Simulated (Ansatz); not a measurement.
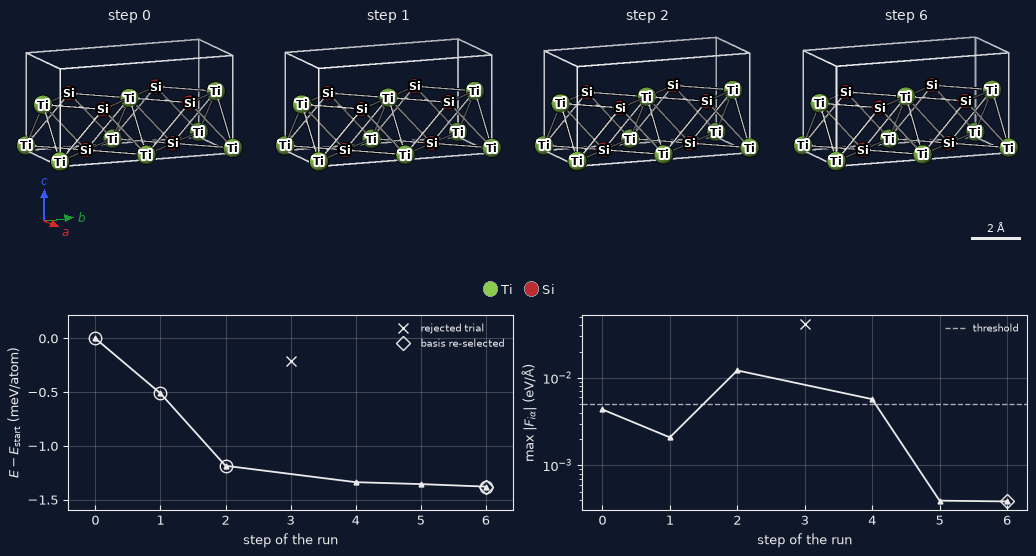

Frames of a relaxation of solid TiSi (set up in Cmmm), marked on the history of the run. Style: ball-and-stick. Shown: the cell of the calculation, slightly off an axis.

Theory: Ansatz 0.2.0, DFT r2SCAN, scalar-relativistic, plane waves, PAW. Settings: plane-wave cutoff 500 eV; k-point mesh 10 × 6 × 10; occupations gaussian; smearing width 0.1 eV; no spin polarisation; cell and atoms relaxed; force threshold 0.005 eV/Å; at most 80 steps.

Question: What happens along the run?

Answer: The atoms keep their places relative to the cell (all moves are under 0.005 Å). The drawn cell changes as follows: a 3.694 → 3.626 Å (−1.8 %), b 7.633 → 7.615 Å (−0.2 %), c 4.069 → 4.168 Å (+2.4 %); the volume changes by +0.3 %. Near-neighbour distances that change, for instance: Si–Ti 2.789 → 2.823 Å, Si–Ti 2.656 → 2.629 Å, Ti–Ti 2.748 → 2.762 Å. The space group stays Cmmm (No. 65). After 4 accepted moves (6 points after the start) the energy has fallen by 1.4 meV per atom. The largest force component goes from 0.0044 to 0.00039 eV/Å. Pressure: −0.14 GPa at the start and 0.02 GPa at the end. The line search rejected the trial step at point 3 of the run. The SCF was repeated once at an unchanged geometry on a basis and grid sized afresh for the cell, which shifted the energy by less than 0.05 meV per atom at most. Cost: 7.4 min on 2 threads of Oxide Virtual Turin-like Processor (Zen 5), on a shared host, peak memory 1.1 GiB. From step 0 to 1: energy −0.5 meV per atom. From step 1 to 2: volume −0.2 %, energy −0.7 meV per atom. From step 2 to 6: volume +0.6 %, energy −0.2 meV per atom.
